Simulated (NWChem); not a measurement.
# C4H8 (1-butene): levels of theory compared

Aim: a comparison of 6 runs (CAM-B3LYP/MIDI!, CAM-B3LYP/SBKJC-VDZ, CAM-B3LYP/MINI, CAM-B3LYP/LANL2DZ, CAM-B3LYP/DGauss-DZVP, CAM-B3LYP/jorge-DZP) of C4H8 (1-butene). 

The calculation is run with NWChem 7.3.0.

## (1) The structure to begin with

C4H8: 12 atoms, total charge 0, spin state singlet. As SMILES, `C=CCC`. The shape is that of a PBE0-D4/def2-TZVP optimisation. This is one conformer, not always the lowest.

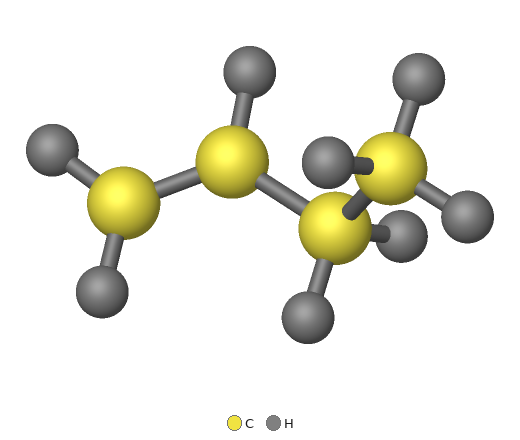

Viewed from a chosen angle; carbon yellow, hydrogen grey.

## (2) Energy and forces at CAM-B3LYP/MIDI! (run 1)

Contents of mol.xyz:

```xyz
12
C4H8
C     -0.102800     1.905000     0.560800
C      0.327700     0.889700    -0.174300
C     -0.446000    -0.352500    -0.465500
C      0.258200    -1.608200     0.036200
H     -1.092900     1.899200     1.007100
H      0.512900     2.778300     0.742300
H      1.330000     0.935100    -0.599700
H     -1.442300    -0.274800    -0.019600
H     -0.593000    -0.436900    -1.549400
H      1.253200    -1.704600    -0.406500
H      0.380200    -1.579000     1.121300
H     -0.308300    -2.506700    -0.218800
```

Contents of mol.nw:

```
start mol
title "C4H8"
memory stack 880 mb heap 220 mb global 1100 mb
geometry units angstroms noautosym nocenter noautoz
  load format xyz mol.xyz
end
basis spherical bse
  * library "MIDI!"
end
dft
  xc xcamb88 1.00 lyp 0.81 vwn_5 0.19 hfexch 1.00
  cam 0.33 cam_alpha 0.19 cam_beta 0.46
  mult 1
  grid fine
  convergence energy 1e-08
  direct
  maxiter 100
  mulliken
  print low
end
task dft gradient
```

Started as:

```console
$ nwchem mol.nw > mol.out
```

The log of the run:

```text
[...]
 d= 0,ls=0.0,diis     1   -156.1537343016 -2.74D+02  7.95D-03  3.07D-01     1.5
[...]
 d= 0,ls=0.0,diis     8   -156.1919289829 -2.12D-09  1.64D-06  1.68D-08    10.1
         Total DFT energy =     -156.191928982879
      One electron energy =     -441.040790676658
           Coulomb energy =      191.698557833888
    Exchange-Corr. energy =      -24.429805749577
 Nuclear repulsion energy =      117.580109609468
[...]
                         DFT ENERGY GRADIENTS
    atom               coordinates                        gradient
                 x          y          z           x          y          z
   1 C      -0.194264   3.599928   1.059758   -0.000195   0.002693   0.001461
   2 C       0.619263   1.681289  -0.329379   -0.003746  -0.006036  -0.002738
   3 C      -0.842818  -0.666128  -0.879667    0.005115  -0.002339   0.004160
   4 C       0.487927  -3.039057   0.068408   -0.002782   0.005155  -0.002385
   5 H      -2.065282   3.588968   1.903143    0.002363  -0.000743  -0.001426
   6 H       0.969240   5.250226   1.402744   -0.001049  -0.002392  -0.000764
   7 H       2.513336   1.767083  -1.133269   -0.001771   0.000509   0.001320
   8 H      -2.725552  -0.519297  -0.037039    0.002925   0.000234  -0.001562
   9 H      -1.120608  -0.825621  -2.927941    0.000642   0.000628   0.003040
  10 H       2.368205  -3.221227  -0.768174   -0.003457  -0.000007   0.001852
  11 H       0.718474  -2.983877   2.118950   -0.000163  -0.000467  -0.003852
[...]
```

It took 14 s on 1 thread of AMD EPYC 9R45 (Zen 5), shared host; peak memory 0.12 GiB.

## (3) Energy and forces at CAM-B3LYP/SBKJC-VDZ (core potential) (run 2)

Contents of struct.nw:

```
start struct
title "C4H8 gradient"
memory 2200 mb
geometry units atomic noautosym nocenter noautoz
 C   -0.19426385   3.59992827   1.05975841
 C    0.61926325   1.68128933  -0.32937926
 C   -0.84281785  -0.66612846  -0.87966751
 C    0.48792729  -3.03905755   0.06840809
 H   -2.06528168   3.58896786   1.90314318
 H    0.96924053   5.25022609   1.40274370
 H    2.51333575   1.76708290  -1.13326876
 H   -2.72555199  -0.51929674  -0.03703863
 H   -1.12060759  -0.82562134  -2.92794166
 H    2.36820478  -3.22122715  -0.76817367
 H    0.71847387  -2.98387755   2.11894990
 H   -0.58260256  -4.73697648  -0.41347208
end
basis spherical bse
 * library SBKJC-VDZ
end
ecp bse
 C library SBKJC-VDZ
end
dft
 xc xcamb88 1.00 lyp 0.81 vwn_5 0.19 hfexch 1.00
 cam 0.33 cam_alpha 0.19 cam_beta 0.46
 grid fine
 convergence energy 1e-08
 direct
 iterations 100
 mulliken
 print low
end
task dft gradient
```

Started as:

```console
$ nwchem struct.nw > struct.out
```

The log of the run:

```text
[...]
 d= 0,ls=0.0,diis     1    -27.2303786387 -9.40D+01  1.76D-02  1.48D-01     1.5
[...]
 d= 0,ls=0.0,diis     8    -27.2583487693 -1.44D-09  2.28D-06  7.97D-09     9.6
         Total DFT energy =      -27.258348769346
      One electron energy =     -171.022635693714
           Coulomb energy =       86.746772045708
    Exchange-Corr. energy =       -9.760896545893
 Nuclear repulsion energy =       66.778411424553
[...]
                         DFT ENERGY GRADIENTS
    atom               coordinates                        gradient
                 x          y          z           x          y          z
   1 C      -0.194264   3.599928   1.059758    0.016868  -0.031854  -0.024470
   2 C       0.619263   1.681289  -0.329379   -0.025218   0.022121   0.023157
   3 C      -0.842818  -0.666128  -0.879668    0.013066   0.000827   0.004791
   4 C       0.487927  -3.039058   0.068408   -0.003874   0.007761  -0.002342
   5 H      -2.065282   3.588968   1.903143    0.005863  -0.001040  -0.003260
   6 H       0.969241   5.250226   1.402744   -0.004112  -0.006853  -0.001714
   7 H       2.513336   1.767083  -1.133269   -0.005669   0.000229   0.002545
   8 H      -2.725552  -0.519297  -0.037039    0.006274   0.000303  -0.002021
   9 H      -1.120608  -0.825621  -2.927942    0.001361   0.001001   0.006722
  10 H       2.368205  -3.221227  -0.768174   -0.007085   0.000858   0.002900
  11 H       0.718474  -2.983878   2.118950   -0.001069   0.000126  -0.007831
[...]
```

It took 13 s on 1 thread of AMD EPYC 9R45 (Zen 5), shared host; peak memory 0.12 GiB.

## (4) Energy and gradient at CAM-B3LYP/MINI (run 3)

Contents of nw.nw:

```
start nw
title "C4H8 CAM-B3LYP"
memory stack 880 mb heap 220 mb global 1100 mb
geometry noautosym nocenter noautoz
   C     -0.102800     1.905000     0.560800
   C      0.327700     0.889700    -0.174300
   C     -0.446000    -0.352500    -0.465500
   C      0.258200    -1.608200     0.036200
   H     -1.092900     1.899200     1.007100
   H      0.512900     2.778300     0.742300
   H      1.330000     0.935100    -0.599700
   H     -1.442300    -0.274800    -0.019600
   H     -0.593000    -0.436900    -1.549400
   H      1.253200    -1.704600    -0.406500
   H      0.380200    -1.579000     1.121300
   H     -0.308300    -2.506700    -0.218800
end
basis spherical bse
   C library MINI
   H library MINI
end
dft
   xc xcamb88 1.00 lyp 0.81 vwn_5 0.19 hfexch 1.00
   cam 0.33 cam_alpha 0.19 cam_beta 0.46
   mult 1
   grid fine
   convergence energy 1e-08
   direct
   maxiter 100
   mulliken
   noprint "final vectors analysis"
end
task dft gradient
```

Started as:

```console
$ nwchem nw.nw > nw.out
```

The log of the run:

```text
[...]
          Wavefunction type:  closed shell.
          No. of atoms     :    12
          No. of electrons :    32
[...]
          Charge           :     0
          Spin multiplicity:     1
[...]
          AO basis - number of functions:    28
[...]
              XC Information
              --------------
                     Hartree-Fock (Exact) Exchange  1.000
                   CAM-Becke88 Exchange Functional  1.000
                      VWN V Correlation Functional  0.190 local
              Lee-Yang-Parr Correlation Functional  0.810
[...]
 d= 0,ls=0.0,diis     1   -155.7489116253 -2.73D+02  2.41D-02  1.88D-01     0.8
[...]
 d= 0,ls=0.0,diis     8   -155.7757567600 -4.12D-10  1.78D-06  1.36D-09     4.1
         Total DFT energy =     -155.775756759967
      One electron energy =     -437.194366620286
           Coulomb energy =      187.672448109667
    Exchange-Corr. energy =      -23.833947858815
 Nuclear repulsion energy =      117.580109609468
[...]
      Total Density - Mulliken Population Analysis
     ---------------------------------------------
    Atom       Charge   Shell Charges
 -----------   ------   -------------------------------------------------------
    1 C    6     6.50   1.99  1.23  3.28
    2 C    6     6.25   1.99  1.15  3.11
    3 C    6     6.50   1.99  1.25  3.26
    4 C    6     6.71   1.99  1.32  3.41
    5 H    1     0.76   0.76
    6 H    1     0.75   0.75
    7 H    1     0.76   0.76
    8 H    1     0.75   0.75
    9 H    1     0.75   0.75
   10 H    1     0.76   0.76
[...]
  wavefunction    = closed shell
[...]
```

It took 6 s on 1 thread of AMD EPYC 9R45 (Zen 5), shared host; peak memory 0.12 GiB.

Runs 4 to 5 aren't shown in full; the table further down has their settings and results.

## (5) Energy and forces at CAM-B3LYP/jorge-DZP (run 6)

Contents of c4h8.nw:

```
start c4h8
title "C4H8 CAM-B3LYP"
memory total 2200 mb

geometry noautosym nocenter noautoz
   C     -0.102800     1.905000     0.560800
   C      0.327700     0.889700    -0.174300
   C     -0.446000    -0.352500    -0.465500
   C      0.258200    -1.608200     0.036200
   H     -1.092900     1.899200     1.007100
   H      0.512900     2.778300     0.742300
   H      1.330000     0.935100    -0.599700
   H     -1.442300    -0.274800    -0.019600
   H     -0.593000    -0.436900    -1.549400
   H      1.253200    -1.704600    -0.406500
   H      0.380200    -1.579000     1.121300
   H     -0.308300    -2.506700    -0.218800
end

basis spherical bse
   C library jorge-DZP
   H library jorge-DZP
end

dft
   xc xcamb88 1.00 lyp 0.81 vwn_5 0.19 hfexch 1.00
   cam 0.33 cam_alpha 0.19 cam_beta 0.46
   grid fine
   convergence energy 1e-08
   direct
   iterations 100
   mulliken
   noprint "final vectors analysis"
end

task dft gradient
```

Started as:

```console
$ nwchem c4h8.nw > c4h8.out
```

The log of the run:

```text
[...]
          Wavefunction type:  closed shell.
          No. of atoms     :    12
          No. of electrons :    32
[...]
          Charge           :     0
          Spin multiplicity:     1
[...]
          AO basis - number of functions:   100
[...]
              XC Information
              --------------
                     Hartree-Fock (Exact) Exchange  1.000
                   CAM-Becke88 Exchange Functional  1.000
                      VWN V Correlation Functional  0.190 local
              Lee-Yang-Parr Correlation Functional  0.810
[...]
 d= 0,ls=0.0,diis     1   -157.0848897819 -2.75D+02  6.33D-03  3.44D-01     5.4
[...]
 d= 0,ls=0.0,diis     8   -157.1215047021 -2.17D-09  6.77D-07  9.14D-09    44.4
         Total DFT energy =     -157.121504702106
      One electron energy =     -442.272843277479
           Coulomb energy =      192.139490189601
    Exchange-Corr. energy =      -24.568261223695
 Nuclear repulsion energy =      117.580109609468
[...]
      Total Density - Mulliken Population Analysis
     ---------------------------------------------
    Atom       Charge   Shell Charges
 -----------   ------   -------------------------------------------------------
    1 C    6     6.05   0.93  1.05  0.69  0.39  2.48  0.47  0.04
    2 C    6     6.07   0.93  1.05  0.70  0.44  2.46  0.44  0.06
    3 C    6     6.03   0.93  1.05  0.69  0.37  2.55  0.38  0.06
    4 C    6     6.12   0.93  1.05  0.68  0.40  2.56  0.46  0.05
    5 H    1     0.97   0.73  0.22  0.02
    6 H    1     0.96   0.74  0.20  0.02
    7 H    1     1.01   0.74  0.25  0.02
    8 H    1     0.98   0.74  0.21  0.02
    9 H    1     0.95   0.74  0.19  0.02
   10 H    1     0.95   0.73  0.20  0.02
[...]
  wavefunction    = closed shell
[...]
```

Wall time 66 s (1 thread of AMD EPYC 9R45 (Zen 5), shared host); peak memory 0.12 GiB.

## (6) The series

```
run                                 level  core potential  energy (Eh)  largest force (eV/Å)  wall time
  1                       CAM-B3LYP/MIDI!               –  -156.191929                 0.391       14 s
  2  CAM-B3LYP/SBKJC-VDZ (core potential)       SBKJC-VDZ   -27.258349                 2.240       13 s
  3                        CAM-B3LYP/MINI               –  -155.775757                 3.982        6 s
  4                     CAM-B3LYP/LANL2DZ               –  -157.089037                 1.045       18 s
  5                 CAM-B3LYP/DGauss-DZVP               –  -157.129569                 0.364       35 s
  6                   CAM-B3LYP/jorge-DZP               –  -157.121505                 0.404       66 s
```

## (7) Summary of results

| quantity | value |
| --- | --- |
| run 6: total energy | -157.12150 Eh |
| run 6: dipole moment | 0.41 D |
| run 6: largest force on an atom | 0.404 eV/Å |

**Reading.** Over runs 3, 4, 5, 6 the dipole moment (its size) runs from 0.33 D (CAM-B3LYP/MINI) to 0.45 D (CAM-B3LYP/LANL2DZ). Some runs of one species differ in core potentials or relativity; totals across that change don't compare. In run 3 the basis is minimal, so the values are rough. All runs together took 2.5 min, the longest 66 s.
